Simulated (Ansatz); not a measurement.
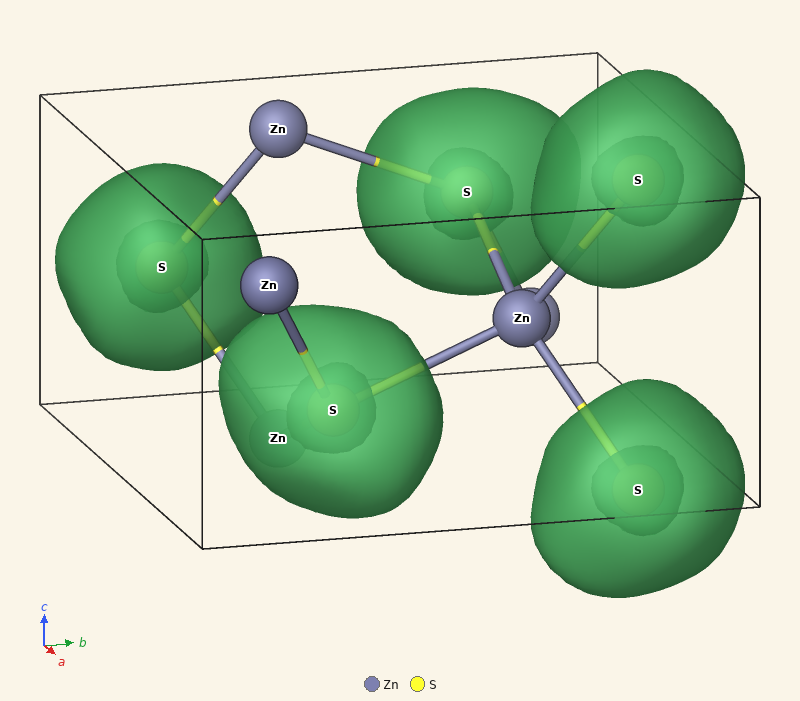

The picture shows: ZnS. Isosurface of the electron localisation function at 0.65 (green), seen slightly off an axis. Only the valence region is drawn (cores and ρ < 0.01 e/Å³ removed). Sticks mark near contacts.

Space group P4₁2₁2; a structure generated by program, which may or may not match a known phase.

Level of theory: Ansatz 0.2.0, DFT PBE, scalar-relativistic, plane waves, PAW.

Input

```
crystal:
  lattice:
    - [6.6023884581, 0.0, 0.0]
    - [0.0, 6.6023884581, 0.0]
    - [0.0, 0.0, 3.6429474745]
  atoms:
    - { symbol: Zn, position: [0.6689904554, 0.6689904554, 0.5] }
    - { symbol: Zn, position: [0.1689904554, 0.8310095446, 0.25] }
    - { symbol: Zn, position: [0.3310095446, 0.3310095446, 0.0] }
    - { symbol: Zn, position: [0.8310095446, 0.1689904554, 0.75] }
    - { symbol: S, position: [0.8309427211, 0.8309427211, 0.0] }
    - { symbol: S, position: [0.3309427211, 0.6690572789, 0.75] }
    - { symbol: S, position: [0.1690572789, 0.1690572789, 0.5] }
    - { symbol: S, position: [0.6690572789, 0.3309427211, 0.25] }
basis:
  ecutwfc: 420
kpoints:
  mp_grid: { grid: [4, 4, 8] }
hamiltonian:
  xc: pbe
scf:
  occupations: { method: gaussian, width: 0.02 }
output:
  forces: true
  stress: true
  eigenvalues: true
  write_density: true
  write_potential: true
  elf: true
  volumetric_format: npy
relax:
  adjacent_minimum: "off"
  f_tol: 0.01
  max_steps: 80
  cell: { stress_tol: 0.05 }
```

Launched as:

```sh
ansatz run input.yaml --threads 1 --pin off --max-ram 2560MiB --backend cpu --events-out ev --progress --plain --runs-dir out
```

Below, planes, directions and counts refer to the conventional cell (a = 6.61 Å, b = 6.61 Å, c = 3.65 Å, α = 90.00°, β = 90.00°, γ = 90.00°).

The fields are those of the relaxed geometry.

Question: Describe the localisation domains.

Answer: At this value the surface marks out four regions wrapped around S (the valence shell of each), counted in one cell of 8 atoms. Regions shared between cells count once. Profiles from the grid: Zn–S (2.37 Å): the ELF peaks at about 0.90 in the valence shell of S, 0.8 Å from its nucleus, and is about 0.55 at the midpoint. Zn–S (2.41 Å): the ELF peaks at about 0.90 in the valence shell of S, 0.8 Å from its nucleus, and is about 0.55 at the midpoint.
